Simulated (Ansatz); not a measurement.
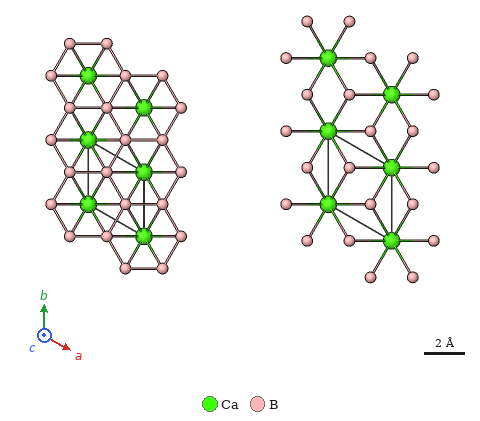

Two geometries of solid CaB$_{2}$ (a generated structure, set up in P6/mmm) (coarse preliminary run), drawn at one scale. One is the start of a relaxation, the other its converged end. Style: ball-and-stick. Shown: the cell of the calculation, repeated 1 × 2 × 1 with one cell outlined, along the c axis.

Method: DFT r2SCAN, scalar-relativistic, plane waves, PAW in Ansatz. (plane-wave cutoff 500 eV; k-point mesh 6 × 6 × 6; occupations gaussian; smearing width 0.1 eV; no spin polarisation; cell and atoms relaxed; force threshold 0.05 eV/Å; at most 60 steps)

> Which one is relaxed?

The left one is the relaxed one. Case: Ga → B, Sr → Ca on all its sites, cell and atoms relaxed. The energy falls by 371 meV per atom in 5 accepted moves (6 points after the start). All forces vanish by symmetry, so only the cell relaxes. Pressure: −19.77 GPa at the start and 0.01 GPa at the end. At 1 point the geometry stayed and the basis and grid were re-selected for the new cell (energy shift of 0.3 meV per atom at most each time). The atoms keep their places relative to the cell (all moves are under 0.005 Å). The volume changes by −22.6 %, with a = b 3.665 → 3.222 Å (−12.1 %), c 4.057 → 4.067 Å (+0.2 %). Some distances before and after: Ca–Ca 3.665 → 3.222 Å, B–B 2.116 → 1.860 Å, B–Ca 2.931 → 2.756 Å. Among the angles between lasting bonds that change: Ca–B–Ca 87.6° → 95.1°, Ca–B–Ca 77.4° → 71.5°, Ca–B–Ca 137.7° → 140.6°. The space group stays P6/mmm (No. 191). The run took of the order of 15 core-seconds on a shared host.
